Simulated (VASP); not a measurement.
# Run report: Co, geometry relaxation (part 3 of 3)

Co (P6₃/mmc, 2 atoms in the cell); Kohn-Sham DFT of a periodic cell, LDA, VASP PAW LDA potentials, recommended, spin-polarised (VASP 6.6.1); cutoff 600 eV, 10×10×6 k-mesh, fermi-dirac of 0.05 eV, collinear spins. The structure derives from a Materials Project entry.

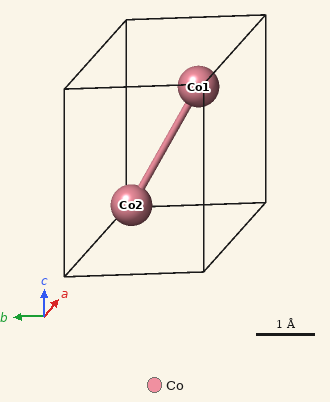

The geometry at step 4 of the log (ball-and-stick view of the cell of the calculation, seen at an oblique angle; atoms are numbered from 1 in the order of the input).

Parts of OUTCAR, continued:
```
 -----------------------------------------------------------------------------
  energy-cutoff  :      600.00
  volume of cell :       19.86
      direct lattice vectors                 reciprocal lattice vectors
     2.423056436 -0.000000000  0.000000000     0.412701902  0.238273554  0.000000000
    -1.211528218  2.098428428 -0.000000000     0.000000000  0.476547109  0.000000000
    -0.000000000 -0.000000000  3.906004372    -0.000000000  0.000000000  0.256016099

 POSITION                                       TOTAL-FORCE (eV/Angst)
 -----------------------------------------------------------------------------------
      1.21153      0.69948      2.92950        -0.000000     -0.000000     -0.000000
     -0.00000      1.39895      0.97650         0.000000      0.000000      0.000000
 -----------------------------------------------------------------------------------
    total drift:                                0.000000     -0.000000     -0.000000

  FREE ENERGIE OF THE ION-ELECTRON SYSTEM (eV)
  ---------------------------------------------------
  free  energy   TOTEN  =       -16.2552627441 eV

  energy  without entropy=      -16.2417861317  energy(sigma->0) =      -16.24852444

--------------------------------------- Ionic step        7  -------------------------------------------

 number of electron      18.0000004 magnetization       2.8995997

------------------------ aborting loop because EDIFF is reached ----------------------------------------

  FORCE on cell =-STRESS in cart. coord.  units (eV):
  Direction    XX          YY          ZZ          XY          YZ          ZX
  --------------------------------------------------------------------------------------
  -------------------------------------------------------------------------------------
  Total        0.0450263      0.0450263      0.0344694     -0.0000000      0.0000000      0.0000000
  in kB        3.6323230      3.6323230      2.7806899     -0.0000000      0.0000000      0.0000000
  external PRESSURE =       3.3484453 kB  Pullay stress =       0.0000000 kB

 VOLUME and BASIS-vectors are now :
 -----------------------------------------------------------------------------
  energy-cutoff  :      600.00
  volume of cell :       19.86
      direct lattice vectors                 reciprocal lattice vectors
     2.423135670 -0.000000000  0.000000000     0.412688407  0.238265763  0.000000000
    -1.211567835  2.098497047 -0.000000000     0.000000000  0.476531526  0.000000000
    -0.000000000 -0.000000000  3.905766519    -0.000000000  0.000000000  0.256031689

 POSITION                                       TOTAL-FORCE (eV/Angst)
 -----------------------------------------------------------------------------------
      1.21157      0.69950      2.92932        -0.000000      0.000000     -0.000000
     -0.00000      1.39900      0.97644         0.000000     -0.000000      0.000000
 -----------------------------------------------------------------------------------
    total drift:                                0.000000     -0.000000     -0.000000

  FREE ENERGIE OF THE ION-ELECTRON SYSTEM (eV)
  ---------------------------------------------------
  free  energy   TOTEN  =       -16.2552631283 eV

  energy  without entropy=      -16.2417857012  energy(sigma->0) =      -16.24852441

--------------------------------------- Ionic step        8  -------------------------------------------

 number of electron      18.0000005 magnetization       2.9056186

------------------------ aborting loop because EDIFF is reached ----------------------------------------

  FORCE on cell =-STRESS in cart. coord.  units (eV):
  Direction    XX          YY          ZZ          XY          YZ          ZX
  --------------------------------------------------------------------------------------
  -------------------------------------------------------------------------------------
  Total       -0.0442804     -0.0442804     -0.0463531      0.0000000     -0.0000000     -0.0000000
  in kB       -3.5625721     -3.5625721     -3.7293320      0.0000000     -0.0000000     -0.0000000
  external PRESSURE =      -3.6181588 kB  Pullay stress =       0.0000000 kB

 VOLUME and BASIS-vectors are now :
 -----------------------------------------------------------------------------
  energy-cutoff  :      600.00
  volume of cell :       19.91
      direct lattice vectors                 reciprocal lattice vectors
     2.425293413 -0.000000000  0.000000000     0.412321245  0.238053782  0.000000000
    -1.212646707  2.100365708 -0.000000000     0.000000000  0.476107564  0.000000000
    -0.000000000 -0.000000000  3.909303656    -0.000000000  0.000000000  0.255800032

 POSITION                                       TOTAL-FORCE (eV/Angst)
 -----------------------------------------------------------------------------------
      1.21265      0.70012      2.93198        -0.000000     -0.000000      0.000000
     -0.00000      1.40024      0.97733         0.000000      0.000000      0.000000
 -----------------------------------------------------------------------------------
    total drift:                                0.000000     -0.000000     -0.000000

  FREE ENERGIE OF THE ION-ELECTRON SYSTEM (eV)
  ---------------------------------------------------
  free  energy   TOTEN  =       -16.2552645811 eV

  energy  without entropy=      -16.2417336983  energy(sigma->0) =      -16.24849914

--------------------------------------- Ionic step        9  -------------------------------------------

 number of electron      18.0000005 magnetization       2.9028214

 Free energy of the ion-electron system (eV)
  ---------------------------------------------------
  ext. energy  EPLUGINS =         0.00000000
  ---------------------------------------------------
  free energy    TOTEN  =       -16.25529389 eV

  energy without entropy =      -16.24178950  energy(sigma->0) =      -16.24854169

 E-fermi :  11.1899     XC(G=0): -14.2571     alpha+bet :-19.1650

 val. band max:       11.1378818680   @ k =   0.0000   0.0000   0.0000
 cond. band min:      11.1939846536   @ k =   0.2000   0.2000   0.0000
 fundamental gap:      0.0561027856
 Fermi energy:        11.1898575265

 spin component 1

 k-point     1 :       0.0000    0.0000    0.0000
  band No.  band energies     occupation
      1       1.7865      1.00000
      2       5.7335      1.00000
      3       8.6430      1.00000
      4       8.6483      1.00000
      5       8.6483      1.00000
      6       9.0209      1.00000
      7       9.0209      1.00000
      8       9.4223      1.00000
      9       9.4223      1.00000
     10      10.7183      0.99992
     11      10.7183      0.99992
     12      11.1379      0.73876
     13      18.5238      0.00000
     14      33.8745      0.00000
     15      37.2403      0.00000

 k-point     2 :       0.1000    0.0000    0.0000
  band No.  band energies     occupation
      1       2.1586      1.00000
      2       5.9609      1.00000
      3       8.3119      1.00000
      4       8.8354      1.00000
      5       8.8833      1.00000
      6       8.9775      1.00000
      7       9.1046      1.00000
      8       9.1862      1.00000
      9       9.3045      1.00000
     10       9.6108      1.00000
     11      10.7688      0.99978
     12      12.7992      0.00000
     13      18.5721      0.00000
     14      31.6089      0.00000
     15      34.4736      0.00000

 k-point     3 :       0.2000    0.0000    0.0000
  band No.  band energies     occupation
      1       3.2087      1.00000
      2       6.4542      1.00000
      3       7.9360      1.00000
      4       8.0291      1.00000
      5       8.7023      1.00000
      6       9.0348      1.00000
      7       9.2671      1.00000
      8       9.3496      1.00000
      9       9.3917      1.00000
     10       9.6357      1.00000
     11      10.8642      0.99852
     12      14.9520      0.00000
     13      18.7546      0.00000
     14      26.9773      0.00000
     15      31.5070      0.00000

 k-point     4 :       0.3000    0.0000    0.0000
  band No.  band energies     occupation
      1       4.6616      1.00000
      2       6.5936      1.00000
      3       7.1685      1.00000
      4       7.8775      1.00000
      5       8.7127      1.00000
      6       8.7472      1.00000
      7       9.0088      1.00000
      8      10.0388      1.00000
      9      10.1315      1.00000
     10      10.2357      1.00000
     11      10.9396      0.99334
     12      17.3537      0.00000
     13      18.9951      0.00000
     14      22.7942      0.00000
     15      29.0932      0.00000

 k-point     5 :       0.4000    0.0000    0.0000
  band No.  band energies     occupation
      1       5.7972      1.00000
      2       6.3508      1.00000
      3       6.6473      1.00000
      4       8.2580      1.00000
      5       8.5373      1.00000
      6       8.8131      1.00000
      7       8.9937      1.00000
      8      10.6287      0.99999
      9      10.7888      0.99967
     10      10.9801      0.98514
     11      11.4097      0.01217
     12      17.3536      0.00000
     13      19.8957      0.00000
     14      21.5860      0.00000
     15      26.9637      0.00000

 [... the levels of 18 k-points are left out ...]

 k-point    24 :       0.4000    0.1000    0.1667
  band No.  band energies     occupation
      1       5.9952      1.00000
      2       6.4046      1.00000
      3       7.0438      1.00000
      4       7.6409      1.00000
      5       8.4504      1.00000
      6       9.1730      1.00000
      7       9.4068      1.00000
      8      10.6321      0.99999
      9      10.7810      0.99972
     10      10.9335      0.99410
     11      12.6536      0.00000
     12      15.8182      0.00000
     13      20.1352      0.00000
     14      22.4030      0.00000
     15      25.1563      0.00000

 [... further k-points ...]

 spin component 2

 k-point     1 :       0.0000    0.0000    0.0000
  band No.  band energies     occupation
      1       1.9701      1.00000
      2       6.5766      1.00000
      3       9.9765      1.00000
      4       9.9765      1.00000
      5       9.9824      1.00000
      6      10.3934      1.00000
      7      10.3934      1.00000
      8      10.8511      0.99886
      9      10.8511      0.99886
     10      11.3118      0.08025
     11      12.2432      0.00000
     12      12.2432      0.00000
     13      19.4382      0.00000
     14      33.9265      0.00000
     15      37.3769      0.00000

 k-point     2 :       0.1000    0.0000    0.0000
  band No.  band energies     occupation
      1       2.3441      1.00000
      2       6.8257      1.00000
      3       9.5988      1.00000
      4      10.1543      1.00000
      5      10.1769      1.00000
      6      10.2359      1.00000
      7      10.3395      1.00000
      8      10.5704      1.00000
      9      10.7197      0.99992
     10      10.7995      0.99959
     11      12.3004      0.00000
     12      13.6713      0.00000
     13      19.4636      0.00000
     14      31.9375      0.00000
     15      34.7551      0.00000

 k-point     3 :       0.2000    0.0000    0.0000
  band No.  band energies     occupation
      1       3.4076      1.00000
      2       7.3911      1.00000
      3       8.9998      1.00000
      4       9.1375      1.00000
      5      10.0056      1.00000
      6      10.4208      1.00000
      7      10.5567      1.00000
      8      10.7306      0.99990
      9      10.7770      0.99974
     10      11.0530      0.93917
     11      12.4074      0.00000
     12      15.7535      0.00000
     13      19.5741      0.00000
     14      27.4658      0.00000
     15      31.8981      0.00000

 k-point     4 :       0.3000    0.0000    0.0000
  band No.  band energies     occupation
      1       4.9378      1.00000
      2       7.6352      1.00000
      3       8.1611      1.00000
      4       8.9243      1.00000
      5       9.9753      1.00000
      6      10.1038      1.00000
      7      10.2733      1.00000
      8      11.4817      0.00291
      9      11.5178      0.00142
     10      11.7001      0.00004
     11      12.4909      0.00000
     12      18.0845      0.00000
     13      19.6987      0.00000
     14      23.3857      0.00000
     15      29.4404      0.00000

 k-point     5 :       0.4000    0.0000    0.0000
  band No.  band energies     occupation
      1       6.3678      1.00000
      2       7.3863      1.00000
      3       7.6596      1.00000
      4       9.0542      1.00000
      5       9.8734      1.00000
      6      10.0505      1.00000
      7      10.2736      1.00000
      8      12.1334      0.00000
      9      12.3028      0.00000
     10      12.5354      0.00000
     11      12.6999      0.00000
     12      18.0880      0.00000
     13      20.5341      0.00000
     14      22.1410      0.00000
     15      27.4888      0.00000

 [... the levels of 18 k-points are left out ...]

 k-point    24 :       0.4000    0.1000    0.1667
  band No.  band energies     occupation
      1       6.8278      1.00000
      2       7.4000      1.00000
      3       7.9926      1.00000
      4       8.6179      1.00000
      5       9.7472      1.00000
      6      10.4192      1.00000
      7      10.4969      1.00000
      8      12.1375      0.00000
      9      12.2933      0.00000
     10      12.4605      0.00000
     11      13.7547      0.00000
     12      16.5881      0.00000
     13      20.8417      0.00000
     14      22.9509      0.00000
     15      25.5966      0.00000

 [... further k-points ...]

------------------------ aborting loop because EDIFF is reached ----------------------------------------

  FORCE on cell =-STRESS in cart. coord.  units (eV):
  Direction    XX          YY          ZZ          XY          YZ          ZX
  --------------------------------------------------------------------------------------
  -------------------------------------------------------------------------------------
  Total       -0.0072071     -0.0072071     -0.0074401     -0.0000000      0.0000000      0.0000000
  in kB       -0.5805917     -0.5805917     -0.5993669     -0.0000000      0.0000000      0.0000000
  external PRESSURE =      -0.5868501 kB  Pullay stress =       0.0000000 kB

 VOLUME and BASIS-vectors are now :
 -----------------------------------------------------------------------------
  energy-cutoff  :      600.00
  volume of cell :       19.89
      direct lattice vectors                 reciprocal lattice vectors
     2.424256569 -0.000000000  0.000000000     0.412497593  0.238155596  0.000000000
    -1.212128285  2.099467774 -0.000000000     0.000000000  0.476311193  0.000000000
    -0.000000000 -0.000000000  3.907603982    -0.000000000  0.000000000  0.255911296

 POSITION                                       TOTAL-FORCE (eV/Angst)
 -----------------------------------------------------------------------------------
      1.21213      0.69982      2.93070         0.000000      0.000000     -0.000000
     -0.00000      1.39965      0.97690        -0.000000     -0.000000      0.000000
 -----------------------------------------------------------------------------------
    total drift:                                0.000000     -0.000000     -0.000000

  FREE ENERGIE OF THE ION-ELECTRON SYSTEM (eV)
  ---------------------------------------------------
  free  energy   TOTEN  =       -16.2552938932 eV

  energy  without entropy=      -16.2417894964  energy(sigma->0) =      -16.24854169

 reached required accuracy - stopping structural energy minimisation

 total charge

# of ion       s       p       d       tot
------------------------------------------
    1        0.525   0.595   7.345   8.465
    2        0.525   0.595   7.345   8.465
--------------------------------------------------
tot          1.050   1.191  14.689  16.931

 magnetization (x)

# of ion       s       p       d       tot
------------------------------------------
    1       -0.013  -0.037   1.494   1.444
    2       -0.013  -0.037   1.494   1.444
--------------------------------------------------
tot         -0.027  -0.074   2.987   2.887
```

CONTCAR:
```
Co
   1.00000000000000
     2.4242565691585582   -0.0000000000000000    0.0000000000000000
    -1.2121282845792791    2.0994677741601362   -0.0000000000000000
    -0.0000000000000000   -0.0000000000000000    3.9076039821257749
  Co
     2
Direct
     0.6666666667000030    0.3333333332999970    0.7500000000000000
     0.3333333332999970    0.6666666667000030    0.2500000000000000

  0.00000000E+00  0.00000000E+00  0.00000000E+00
  0.00000000E+00  0.00000000E+00  0.00000000E+00
```

Trajectory as extended XYZ (Å, eV, eV/Å), 9 frames, from step=0 to step=8:
```
2
Lattice="2.4720 0.0000 0.0000 -1.2360 2.1408 0.0000 0.0000 0.0000 4.0211" Properties=species:S:1:pos:R:3:forces:R:3 step=0 energy=-16.18362
Co    1.2360    0.7136    3.0159    0.0000   0.0000   0.0000
Co    0.0000    1.4272    1.0053    0.0000   0.0000   0.0000
2
Lattice="2.3608 -0.0000 0.0000 -1.1804 2.0445 -0.0000 -0.0000 0.0000 3.8025" Properties=species:S:1:pos:R:3:forces:R:3 step=1 energy=-16.13949
Co    1.1804    0.6815    2.8519    0.0000   0.0000   0.0000
Co    0.0000    1.3630    0.9506    0.0000   0.0000   0.0000
2
Lattice="2.4213 -0.0000 0.0000 -1.2106 2.0969 -0.0000 -0.0000 0.0000 3.9215" Properties=species:S:1:pos:R:3:forces:R:3 step=2 energy=-16.25494
Co    1.2106    0.6990    2.9411    0.0000   0.0000   0.0000
Co    0.0000    1.3979    0.9804    0.0000   0.0000   0.0000
2
Lattice="2.4203 -0.0000 0.0000 -1.2101 2.0960 -0.0000 -0.0000 0.0000 3.9195" Properties=species:S:1:pos:R:3:forces:R:3 step=3 energy=-16.25497
Co    1.2101    0.6987    2.9396    0.0000   0.0000   0.0000
Co    0.0000    1.3974    0.9799    0.0000   0.0000   0.0000
2
Lattice="2.4193 -0.0000 0.0000 -1.2096 2.0951 -0.0000 -0.0000 0.0000 3.9174" Properties=species:S:1:pos:R:3:forces:R:3 step=4 energy=-16.25495
Co    1.2096    0.6984    2.9381    0.0000   0.0000   0.0000
Co    0.0000    1.3968    0.9794    0.0000   0.0000   0.0000
2
Lattice="2.4231 -0.0000 0.0000 -1.2115 2.0984 -0.0000 -0.0000 -0.0000 3.9060" Properties=species:S:1:pos:R:3:forces:R:3 step=5 energy=-16.25526
Co    1.2115    0.6995    2.9295    0.0000   0.0000   0.0000
Co    0.0000    1.3990    0.9765    0.0000   0.0000   0.0000
2
Lattice="2.4231 -0.0000 0.0000 -1.2116 2.0985 -0.0000 -0.0000 -0.0000 3.9058" Properties=species:S:1:pos:R:3:forces:R:3 step=6 energy=-16.25526
Co    1.2116    0.6995    2.9293    0.0000   0.0000   0.0000
Co    0.0000    1.3990    0.9764    0.0000   0.0000   0.0000
2
Lattice="2.4253 -0.0000 0.0000 -1.2126 2.1004 -0.0000 -0.0000 -0.0000 3.9093" Properties=species:S:1:pos:R:3:forces:R:3 step=7 energy=-16.25526
Co    1.2126    0.7001    2.9320    0.0000   0.0000   0.0000
Co    0.0000    1.4002    0.9773    0.0000   0.0000   0.0000
2
Lattice="2.4243 -0.0000 0.0000 -1.2121 2.0995 -0.0000 -0.0000 -0.0000 3.9076" Properties=species:S:1:pos:R:3:forces:R:3 step=8 energy=-16.25529
Co    1.2121    0.6998    2.9307    0.0000   0.0000   0.0000
Co    0.0000    1.3996    0.9769    0.0000   0.0000   0.0000
```

The run was set up as follows.

INCAR:
```
SYSTEM = Co
PREC = Accurate
ENCUT = 600
EDIFF = 1E-6
ISMEAR = -1
SIGMA = 0.05
LREAL = .FALSE.
LASPH = .TRUE.
NELM = 120
ALGO = Normal
ISIF = 3
LWAVE = .FALSE.
LCHARG = .FALSE.
ISPIN = 2
MAGMOM = 2 2
LORBIT = 11
LMAXMIX = 4
IBRION = 2
NSW = 60
EDIFFG = -0.01
```

KPOINTS:
```
regular mesh
0
G
  10 10 6
  0 0 0
```

POSCAR:
```
Co
1.0
    2.4719999032      0.0000000000      0.0000000000
   -1.2359999516      2.1408147143      0.0000000000
    0.0000000000      0.0000000000      4.0211440800
Co
2
Direct
    0.6666666667      0.3333333333      0.7500000000
    0.3333333333      0.6666666667      0.2500000000
```

Launch command:
```bash
cat potpaw_LDA.64/Co/POTCAR > POTCAR
mpirun -np 1 vasp_std > vasp.out
```

Results in brief:

- outcome: converged
- space group (tolerance 0.01 Å): P6₃/mmc (194)
- electrons treated: 18
- free energy: −16.2553 eV
- gap on the k-point mesh: none (metallic)
- net moment of the cell: 2.90 μB
- pressure: −0.06 GPa
- final volume: 19.89 Å³
- largest force (length of the vector) at the end: under 0.001 eV/Å
- final cell: a = 2.424 Å, b = 2.424 Å, c = 3.908 Å, α = 90.00°, β = 90.00°, γ = 120.00°
- hardware: 1 thread of Intel Xeon (Sapphire Rapids), 192 GiB of memory available, shared host
- wall time: 97 s
- peak memory: 0.16 GiB

Notes:

The volume changed by more than 5 % on the plane waves of the start, so the result carries a basis error; a second relaxation from the end is advised.
